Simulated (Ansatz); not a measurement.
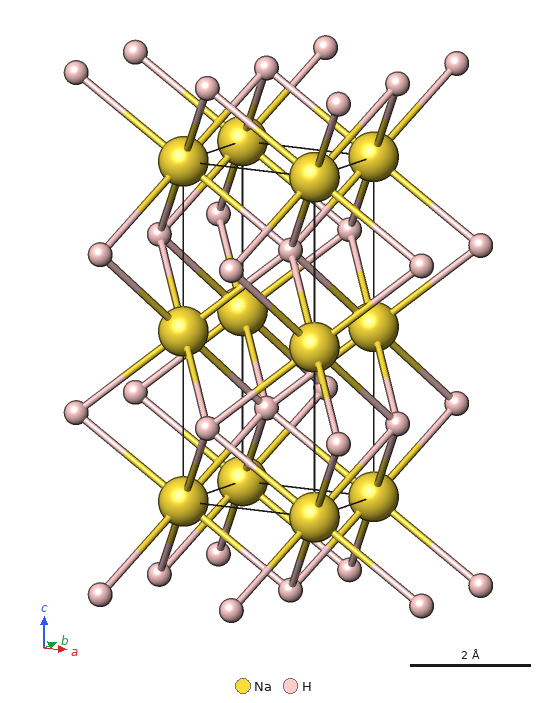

We look at a ball-and-stick model of the crystal slightly off an axis. Thin lines show the conventional unit cell, with boundary atoms drawn in all their periodic places. Bonded neighbours in the next cells are drawn too.

NaH, nickel arsenide (NiAs) type, space group P6_3/mmc (No. 194), a = 3.270 Å, b = 3.270 Å, c = 5.745 Å, α = 90.00°, β = 90.00°, γ = 120.00°. The structure comes from a structure type filled with these elements by a generator (whether the compound takes this form wasn't checked). The cell was then strained or its atoms displaced on purpose. It went into a calculation with Ansatz.

This one geometry was computed with Ansatz (DFT, plane waves, PAW) at three levels of theory: r2SCAN, PBE and HSE06. It was relaxed with r2SCAN and then strained.

How does the band gap change with the level of theory?

Answer. PBE: a gap of 3.47 eV, indirect; r2SCAN: a gap of 4.07 eV, indirect; HSE06: a gap of 4.53 eV, indirect.

Collect the results in a table.

Answer.
| level | cutoff (eV) | k-mesh of the run's cell | gap (eV) | pressure (GPa) |
| --- | --- | --- | --- | --- |
| r2SCAN | 500 | 12×12×4 | 4.07 | 1.1 |
| PBE | 420 | 12×12×4 | 3.47 | 1.8 |
| HSE06 | 420 | 6×6×4 | 4.53 | 1.3 |

Gaps are taken on the k-mesh or band path of each run.
